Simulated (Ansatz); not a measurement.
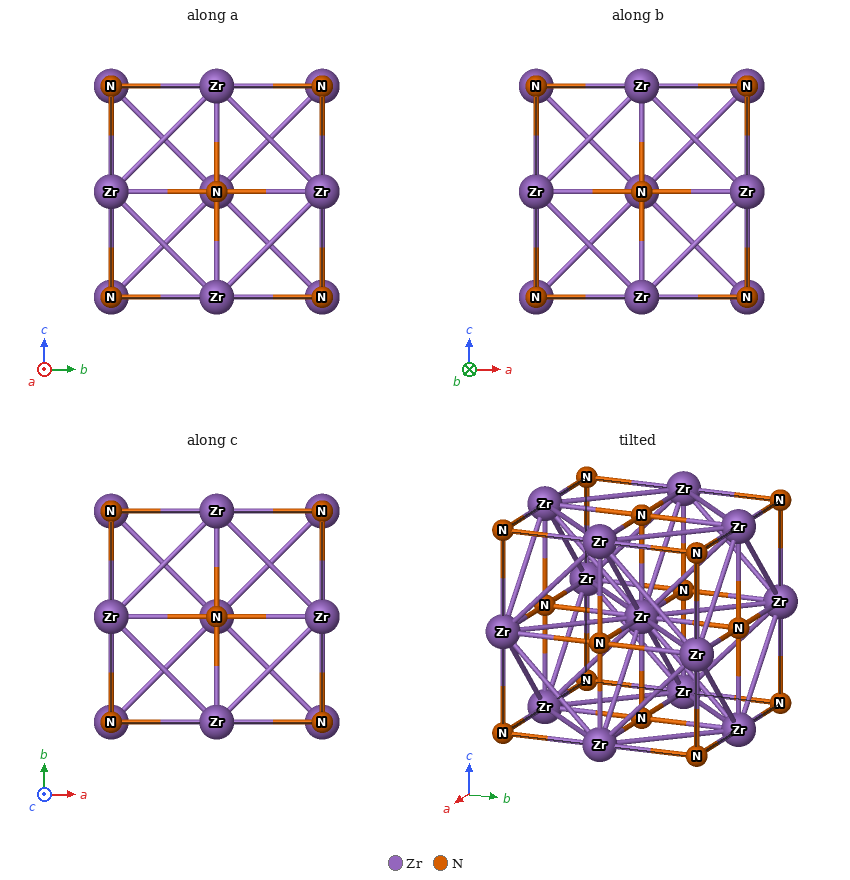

Crystal structure, ball-and-stick style, seen along the a axis, along the b axis, along the c axis and slightly off an axis. The wireframe shows the conventional unit cell.

Lattice parameters: a = 4.521 Å, b = 4.521 Å, c = 4.521 Å, α = 90.00°, β = 90.00°, γ = 90.00°. Put a along x and b in the xy plane.

Give the structure in the form of a POSCAR file.

Answer.
```
Zr N
1.0
     4.521    0.000    0.000
     0.000    4.521    0.000
     0.000    0.000    4.521
Zr N
4 4
Direct
  0.5000 0.0000 0.0000
  0.5000 0.5000 0.5000
  0.0000 0.0000 0.5000
  0.0000 0.5000 0.0000
  0.0000 0.0000 0.0000
  0.0000 0.5000 0.5000
  0.5000 0.0000 0.5000
  0.5000 0.5000 0.0000
```

It derives from a structure type known for this compound. The cell was then strained or its atoms displaced on purpose. It was run through Ansatz as a DFT input.

At this level of theory the cell isn't at rest (compressed, at 6 GPa), so its distances can differ from those at equilibrium, the more so the softer the solid.
